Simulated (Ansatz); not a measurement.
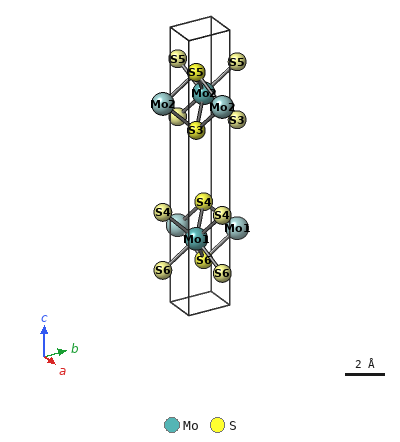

Fig. 1: The starting structure (ball-and-stick view of the cell of the calculation, seen slightly off an axis; neighbours outside the cell are drawn fainter; atoms are numbered from 1 in the order of the input).

**Run report: MoS2, geometry relaxation**

System: MoS2 (P6₃/mmc, 6 atoms in the cell).
Method: DFT PBE, scalar-relativistic, plane waves, PAW, no spin polarisation (Ansatz 0.2.0).

The structure derives from a Materials Project entry. Figures and captions count atoms from 1; the log counts them from 0 in places.

## The input
```yaml
crystal:
  lattice:
    - [3.1850687718, 0.0, 0.0]
    - [-1.5925343859, 2.7583504691, 0.0]
    - [0.0, 0.0, 14.8080031482]
  atoms:
    - { symbol: Mo, position: [0.6666666667, 0.3333333333, 0.25] }
    - { symbol: Mo, position: [0.3333333333, 0.6666666667, 0.75] }
    - { symbol: S, position: [0.6666666667, 0.3333333333, 0.6444804121] }
    - { symbol: S, position: [0.3333333333, 0.6666666667, 0.3555195879] }
    - { symbol: S, position: [0.6666666667, 0.3333333333, 0.8555195879] }
    - { symbol: S, position: [0.3333333333, 0.6666666667, 0.1444804121] }
basis:
  ecutwfc: 420
kpoints:
  mp_grid: { grid: [12, 12, 2] }
hamiltonian:
  xc: pbe
scf:
  occupations: { method: gaussian, width: 0.02 }
output:
  forces: true
  stress: true
  eigenvalues: true
relax:
  adjacent_minimum: "off"
  f_tol: 0.005
  max_steps: 80
  cell: { stress_tol: 0.05 }
```

Command:
```bash
ansatz run input.yaml --threads 1 --pin off --max-ram 2560MiB --backend cpu --events-out ev --progress --plain --runs-dir out
```

## The program's output
```
Engine: ansatz 0.2.0, x86_64-unknown-linux-gnu
Pseudopotentials: kind: paw
Pseudopotential: Mo, paw, valence charge 14, recommended cutoff 420 eV (normal), Mo.paw.azcp
Pseudopotential: S, paw, valence charge 6, recommended cutoff 420 eV (normal), S.paw.azcp
Functional definition: PBE
  parameter kappa = 0.804
  parameter beta = 0.06672455060314922
  exchange = pbe_x(kappa = kappa, mu = beta*pi^2/3)
  correlation = pbe_c(beta = beta)
Crystal: 6 atoms, lattice volume = 130.096 Å³
Basis set: ecut = 420 eV, 2581 PW (Γ), exchange–correlation on 48×48×200 points (8 copies of the dense FFT grid, shifted against one another)
Bands: 32, of which v1, the nominal top of the filled ones, is band 26 counted from 1 (25 counted from 0)
Symmetry: 24 space group operations
Space group: P63/mmc (ITA 194), of the structure as read, at distance tolerance 5.1e-5 Å
k-points: 38 of 288
Non-local potential: Mo, projectors of the file, l = 0: 3, l = 1: 2, l = 2: 2, l = 3: 1
Non-local potential: S, projectors of the file, l = 0: 2, l = 1: 2, l = 2: 2
PAW form: soft (Blöchl's): semilocal exchange-correlation on the pseudo side does not see the compensation charge
PAW one-centre angular grid: Mo, 590 points (default); XC on 64 Gauss nodes
PAW one-centre angular grid: S, 110 points (default); XC on 64 Gauss nodes
Initial density: superposition of atomic densities (neutral atoms: chi_scale 0, normalization atom), corrected by the library's trained network
Initial wavefunctions: pseudopotential atomic-orbital guess
Functional: x = pbe(κ = 0.804, μ = 0.2195149727645171), c = pbe(β = 0.06672455060314922)
SCF iter   1: F=—  HF=-13525.627547 eV  |F-HF|=—  |Δ(HF+E_count)|=         —  Δρ=4.97e-3  dr2=1.35e-2  ethr=1.77e-3  ⟨swp⟩=8.2  Hψ=6077  notcnv=0
preconditioner: auto → Resta (q_TF=auto, 2.342 Å⁻¹)  ε∞=7.5  [insulator: Δε(μ)=1.430 eV  Ē_g=7.650 eV  σ=0.020 eV  W_gap=1.00  n_scr=28 (ndim 8)  ℏωp=19.5 eV  f_vac=0.186  D(μ)=0.00/eV (n_scr^D=0)  ε∞_Penn≈7.5]
SCF iter   2: F=—  HF=-13525.636128 eV  |F-HF|=—  |Δ(HF+E_count)|=   8.58e-3  Δρ=2.82e-3  dr2=3.17e-3  ethr=2.59e-5  ⟨swp⟩=2.9  Hψ=2566  notcnv=0  defer=64
SCF iter   3: F=—  HF=-13525.640713 eV  |F-HF|=—  |Δ(HF+E_count)|=   4.59e-3  Δρ=1.12e-3  dr2=1.54e-3  ethr=6.10e-6  ⟨swp⟩=2.0  Hψ=1823  notcnv=0  defer=64
SCF iter   4: F=—  HF=-13525.641329 eV  |F-HF|=—  |Δ(HF+E_count)|=   6.15e-4  Δρ=1.32e-4  dr2=4.31e-5  ethr=2.95e-6  ⟨swp⟩=2.0  Hψ=1665  notcnv=0  defer=64
SCF iter   5: F=—  HF=-13525.641287 eV  |F-HF|=—  |Δ(HF+E_count)|=   4.13e-5  Δρ=5.65e-5  dr2=1.37e-5  ethr=8.29e-8  ⟨swp⟩=2.0  Hψ=1836  notcnv=0  defer=64
SCF iter   6: F=—  HF=-13525.641288 eV  |F-HF|=—  |Δ(HF+E_count)|=   6.10e-7  Δρ=1.79e-5  dr2=1.15e-6  ethr=2.63e-8  ⟨swp⟩=2.0  Hψ=1508  notcnv=0  defer=64
SCF iter   7: F=-13525.641289 eV  HF=-13525.641289 eV  |F-HF|=3.77e-8  |Δ(HF+E_count)|=   7.13e-7  Δρ=5.02e-6  dr2=4.97e-8  ethr=1.92e-10  ⟨swp⟩=8.0  Hψ=5711  notcnv=0
SCF 1 converged in 7 iterations: F = -13525.641289 eV  dr2 = 4.97e-8
  greatest PAW one-centre occupation: 0.998 electrons in one spin orbital (limit 2), on the Mo atom at site 1 (counted from 0), in its partial waves of l = 0
relax step   1: F+E_penalty+E_count = -13525.64128867 eV  Δ(F+E_penalty+E_count) = +0.000e0 eV  max|allowed force component| = 1.533e-3 eV/Å  Δτ_max = 0.0000 Å  P = +0.005 GPa  Ω = 130.096 Å³  (7 SCF iters, dr2 threshold 1.00e-7 eV, accepted)
Initial density: handed on by an earlier stage of this run
Initial wavefunctions: pseudopotential atomic-orbital guess (no wavefunctions were taken with the density)
iter 1 solved again at ethr=2.06e-7 eV; its pass at ethr=3.10e-3 eV (dr2=1.07e-4 eV) is discarded
SCF iter   1: F=—  HF=-13525.641348 eV  |F-HF|=—  |Δ(HF+E_count)|=         —  Δρ=5.32e-6  dr2=6.32e-8  ethr=2.06e-7  ⟨swp⟩=4.4  Hψ=9865  notcnv=0
eigensolver tolerance schedule: the retry pair's looser diagonalisation over-reported the residual by 1693.29 of it (diagonalisation noise at 0.13 of the residual, at the tolerance the schedule requests for it); recorded, not acted on — ethr = c·dr2/N_el stays at c = 1.0e-1
preconditioner: auto → Resta (q_TF=auto, 2.342 Å⁻¹)  ε∞=7.5  [insulator: Δε(μ)=1.446 eV  Ē_g=7.660 eV  σ=0.020 eV  W_gap=1.00  n_scr=28 (ndim 8)  ℏωp=19.5 eV  f_vac=0.185  D(μ)=0.00/eV (n_scr^D=0)  ε∞_Penn≈7.5]
SCF iter   2: F=—  HF=-13525.641289 eV  |F-HF|=—  |Δ(HF+E_count)|=   5.94e-5  Δρ=3.23e-6  dr2=1.95e-8  ethr=1.21e-10  ⟨swp⟩=2.8  Hψ=2554  notcnv=0
SCF iter   3: F=—  HF=-13525.641289 eV  |F-HF|=—  |Δ(HF+E_count)|=   1.69e-8  Δρ=1.93e-6  dr2=7.04e-9  ethr=3.76e-11  ⟨swp⟩=2.1  Hψ=1655  notcnv=0
SCF iter   4: F=—  HF=-13525.641289 eV  |F-HF|=—  |Δ(HF+E_count)|=   1.51e-8  Δρ=4.83e-7  dr2=8.23e-10  ethr=1.35e-11  ⟨swp⟩=2.0  Hψ=1800  notcnv=0
SCF iter   5: F=—  HF=-13525.641289 eV  |F-HF|=—  |Δ(HF+E_count)|=   1.26e-9  Δρ=1.81e-7  dr2=1.48e-10  ethr=1.58e-12  ⟨swp⟩=2.0  Hψ=1805  notcnv=0
SCF iter   6: F=-13525.641289 eV  HF=-13525.641289 eV  |F-HF|=1.82e-12  |Δ(HF+E_count)|=  4.00e-11  Δρ=5.84e-8  dr2=1.02e-11  ethr=1.00e-12  ⟨swp⟩=5.0  Hψ=4376  notcnv=0
SCF 2 converged in 6 iterations: F = -13525.641289 eV  dr2 = 1.02e-11
relax step   2: F+E_penalty+E_count = -13525.64128869 eV  Δ(F+E_penalty+E_count) = -2.595e-8 eV  max|allowed force component| = 1.525e-3 eV/Å  Δτ_max = 0.0000 Å  P = +0.005 GPa  Ω = 130.096 Å³  stress off target by 1.17e-2 GPa  SCF on the basis re-selected at this cell (its energy is not comparable with the rows above)  (6 SCF iters)
```

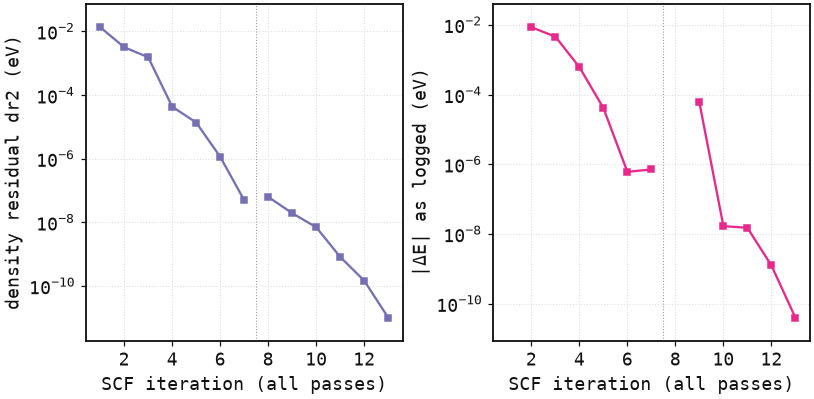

Fig. 2: Convergence of the self-consistent field: density residual dr2 and size of the energy change against the SCF iteration. The dotted lines part the SCF passes of the relaxation: geometry steps, rejected trials and re-solves on a re-selected basis. The passes take 7 and 6 iterations.

```
basis re-selected at this cell: Δ(F+E_penalty+E_count) = -2.595e-8 eV, ΔP = -0.000 GPa vs the last step (what re-selecting the basis moved, of the pressure what is left beyond the Pulay correction that the steps carried, after the strain that the cell walked since its last selection, with what the two solves' SCF thresholds leave and, on support functions, any second-order correction that the steps lacked; it is no measure of the basis error at this ecutwfc). This SCF's stress stands 1.17e-2 GPa from its target on what of the cell is left free (relax.cell.stress_tol is 5.00e-2 GPa) and its largest allowed force component is 1.52e-3 eV/Å (relax.f_tol is 5.00e-3 eV/Å): within both
SCF converged after 6 iterations
Free energy (F): -13525.641289 eV
Harris-Foulkes:  -13525.641289 eV  (|F-HF|=1.82e-12)
Internal energy: -13525.641289 eV  (E = F + TS)
E sigma→0 (E₀):  -13525.641289 eV
Fermi energy:    8.314718 eV
--- Per-component energies (eV) ---
  E_band       = -459.271531
  E_kinetic    = 1309.798765
  E_local      = -5820.327921  (includes V_loc(G=0)·N_el)
  E_nonlocal   = 398.129759
  E_hartree    = 2384.193734
  E_xc         = -756.097858
  E_vxc        = -808.723172  (∫ρ·V_xc dr)
  E_paw        = -8802.941416  (= ΣΔE_a)
  E_vpaw       = -306.536322  (= ΣTr[D̂ρ^β])
  E_aug_tail   = 0.000085  (compensation charges beyond the density's cutoff)
  E_ewald      = -2238.396436
  E_smearing   = -0.000000  (= −TS)
  E_closure    = 0.000000  (closes the sum)
  Σ components = -13525.641289   (vs F -13525.641289, Δ=0.00e0)
--- Forces (eV/Å), atoms counted from 1 ---
  atom   1  Mo     0.00000000     0.00000000     0.00000000
  atom   2  Mo    -0.00000000     0.00000000     0.00000000
  atom   3  S      0.00000000     0.00000000    -0.00152487
  atom   4  S      0.00000000    -0.00000000     0.00152487
  atom   5  S      0.00000000     0.00000000     0.00152487
  atom   6  S      0.00000000    -0.00000000    -0.00152487
  max |Σ_I F_I| component: 3.24e-17 eV/Å
--- Stress (GPa, compression-positive) ---
        0.001259      -0.000000      -0.000000
        0.000000       0.001259       0.000000
       -0.000000       0.000000       0.011659
  P = ⅓ Tr σ = 0.0047 GPa (0.047 kbar)
--- Band table (eV; the first three rows and the last of 38) ---
  k-point 0: bands = ["-53.4903", "-53.4903", "-27.6250", "-27.6250", "-27.4206", "-27.4206", "-27.4206", "-27.4206", "-6.7033", "-6.6834", "-5.4070", "-5.3705", "1.7057", "1.8743", "4.7743", "4.7743", "4.7748", "4.7748", "5.3367", "5.8773", "5.8773", "5.8793", "5.8793", "5.9208", "7.1978", "7.5921", "10.1355", "10.1355", "10.1373", "10.1373", "10.3792", "10.3792"]
  k-point 1: bands = ["-53.4903", "-53.4903", "-27.6249", "-27.6249", "-27.4206", "-27.4206", "-27.4206", "-27.4206", "-6.6935", "-6.6935", "-5.3887", "-5.3887", "1.7870", "1.7870", "4.7746", "4.7746", "4.7746", "4.7746", "5.6004", "5.6004", "5.8783", "5.8783", "5.8783", "5.8783", "7.4268", "7.4268", "10.1364", "10.1364", "10.1364", "10.1364", "10.3845", "10.3845"]
  k-point 2: bands = ["-53.4878", "-53.4878", "-27.6200", "-27.6200", "-27.4459", "-27.4459", "-27.4263", "-27.4263", "-6.6013", "-6.5815", "-5.3645", "-5.3293", "1.8226", "1.9904", "4.5467", "4.5478", "4.8807", "4.8816", "4.9705", "5.2534", "5.7148", "5.7173", "6.1011", "6.3737", "7.1735", "7.5030", "9.9920", "10.0207", "10.0701", "10.1663", "10.2629", "10.2757"]
  k-point 37: bands = ["-53.4486", "-53.4486", "-27.6978", "-27.6978", "-27.6553", "-27.6553", "-27.5414", "-27.5414", "-4.5718", "-4.5718", "-4.4908", "-4.4908", "2.0002", "2.0002", "2.8143", "2.8143", "3.3325", "3.3325", "3.8375", "3.8375", "4.5246", "4.5246", "5.2410", "5.2410", "7.3638", "7.3638", "9.0380", "9.0380", "10.4406", "10.4406", "10.9059", "10.9059"]
--- Relaxed structure (1 steps of the walk, 1 accepted, 1 SCFs on fresh bases) ---
  F+E_penalty+E_count = -13525.64128869 eV   max|allowed force component| = 1.525e-3 eV/Å   (the final SCF, on the basis selected at the relaxed cell)
  cell:  # Å, volume = 130.0962 Å³
    - [3.1850687717542154, 0.0, 0.0]
    - [-1.5925343858771077, 2.7583504691396503, 0.0]
    - [0.0, 0.0, 14.8080031482]
  atoms:
    - { symbol: Mo, position: [0.6666666666666666, 0.33333333333333337, 0.25] }
    - { symbol: Mo, position: [0.33333333333333337, 0.6666666666666667, 0.75] }
    - { symbol: S, position: [0.6666666666666666, 0.33333333333333337, 0.6444804121] }
    - { symbol: S, position: [0.33333333333333337, 0.6666666666666667, 0.3555195879] }
    - { symbol: S, position: [0.6666666666666666, 0.33333333333333337, 0.8555195879] }
    - { symbol: S, position: [0.33333333333333337, 0.6666666666666667, 0.1444804121] }
```

## Trajectory as extended XYZ (Å, eV, eV/Å), 2 frames, from step=1 to step=2
```
6
Lattice="3.1851 0.0000 0.0000 -1.5925 2.7584 0.0000 0.0000 0.0000 14.8080" Properties=species:S:1:pos:R:3:forces:R:3 step=1 energy=-13525.64129 pressure_GPa=0.00
Mo    1.5925    0.9194    3.7020    0.0000   0.0000   0.0000
Mo    0.0000    1.8389   11.1060    0.0000   0.0000   0.0000
S     1.5925    0.9194    9.5435    0.0000   0.0000  -0.0015
S     0.0000    1.8389    5.2645    0.0000   0.0000   0.0015
S     1.5925    0.9194   12.6685    0.0000   0.0000   0.0015
S     0.0000    1.8389    2.1395    0.0000   0.0000  -0.0015
6
Lattice="3.1851 0.0000 0.0000 -1.5925 2.7584 0.0000 0.0000 0.0000 14.8080" Properties=species:S:1:pos:R:3:forces:R:3 step=2 energy=-13525.64129 pressure_GPa=0.00
Mo    1.5925    0.9194    3.7020    0.0000   0.0000   0.0000
Mo    0.0000    1.8389   11.1060    0.0000   0.0000   0.0000
S     1.5925    0.9194    9.5435    0.0000   0.0000  -0.0015
S     0.0000    1.8389    5.2645    0.0000   0.0000   0.0015
S     1.5925    0.9194   12.6685    0.0000   0.0000   0.0015
S     0.0000    1.8389    2.1395    0.0000   0.0000  -0.0015
```

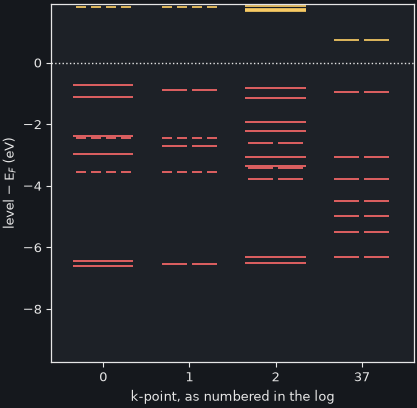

Fig. 3: Kohn–Sham levels near the Fermi level (dotted) at the few k-points that the log prints; levels within 0.02 eV of each other stand side by side. Among these points the highest filled and lowest empty levels are 1.45 eV apart, which is the gap on the mesh.

## Summary

- outcome: converged
- space group (tolerance 0.01 Å): P6₃/mmc (194)
- electrons treated: 52
- free energy: −13525.6413 eV
- Fermi energy: 8.315 eV
- gap on the k-point mesh: 1.45 eV
- pressure: 0.00 GPa
- final volume: 130.10 Å³
- largest force (length of the vector) at the end: 0.002 eV/Å
- final cell: a = 3.185 Å, b = 3.185 Å, c = 14.808 Å, α = 90.00°, β = 90.00°, γ = 120.00°
- hardware: 1 thread of Oxide Virtual Turin-like (Zen 5), 32 GiB of memory available, shared host
- wall time: 11 s
- peak memory: 0.5 GiB
